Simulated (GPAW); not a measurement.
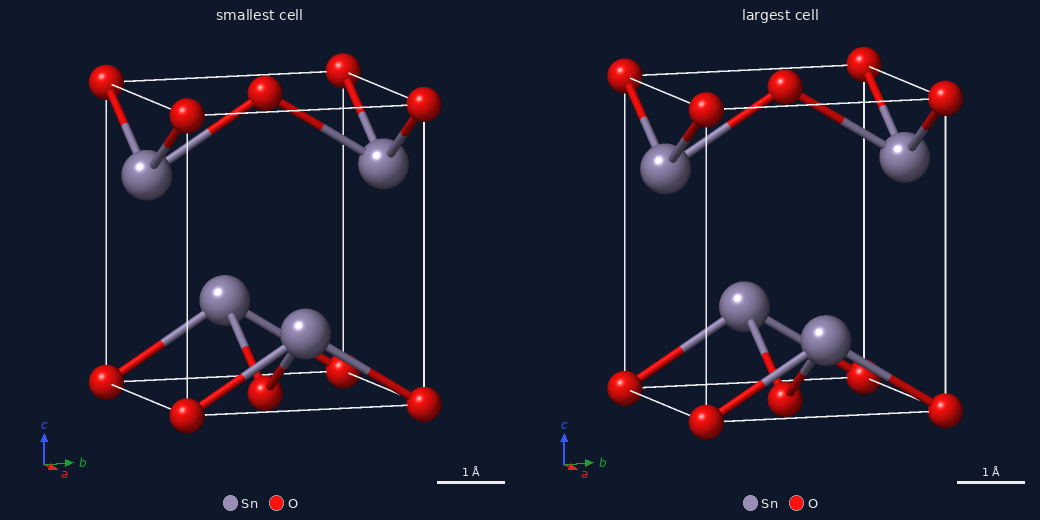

SnO, space group P4/nmm (No. 129), relaxed (cell and atoms, zero pressure) with five choices of dispersion term on top of PBEsol; the smallest and the largest of the relaxed conventional cells are drawn to one scale (sticks follow a distance rule). The start was a structure listed in the Materials Project.

Alike in all runs: GPAW 26.7.0; functional PBEsol; potentials PAW data sets generated in the run's folder for this functional; cutoff 800 eV; k mesh 5 × 5 × 4 on the run's cell of 4 atoms; occupations fermi-dirac, width 0.05 eV; no spin polarisation; no spin-orbit coupling.

```tsv
level	volume (Å³/atom)	a (Å)	c (Å)	gap (eV)
D3(BJ)	16.08	3.759	4.552	metal
D3	?	?	?	?
D3(BJ)-ATM	16.18	3.763	4.570	metal
none	17.07	3.795	4.741	0.29
D4	16.38	3.772	4.605	metal
```

Question: Fill in the row of D3.

Answer: Volume 16.46 Å³/atom; a 3.778 Å; c 4.612 Å; no gap. That is between D4 and none in volume.

Question: Order the levels by the relaxed volume, smallest first.

Answer: D3(BJ) (16.08 Å³/atom), D3(BJ)-ATM (16.18 Å³/atom), D4 (16.38 Å³/atom), D3 (16.46 Å³/atom), none (17.07 Å³/atom). Rows within a few tenths of a per cent can't be told apart.

Gaps are the least found on the k-mesh, which misses some points of high symmetry; where the band edges lie there, the true gap is smaller, at times by an eV.

Caveat: semilocal functionals underestimate gaps, so a compound with a small gap can come out metallic; later steps reuse the first step's grids; gaps of a few tenths of an eV or less are fragile: at this level of theory the bands may already be inverted off the mesh, while measured gaps, where the compound is known, are often wider than semilocal functionals give.
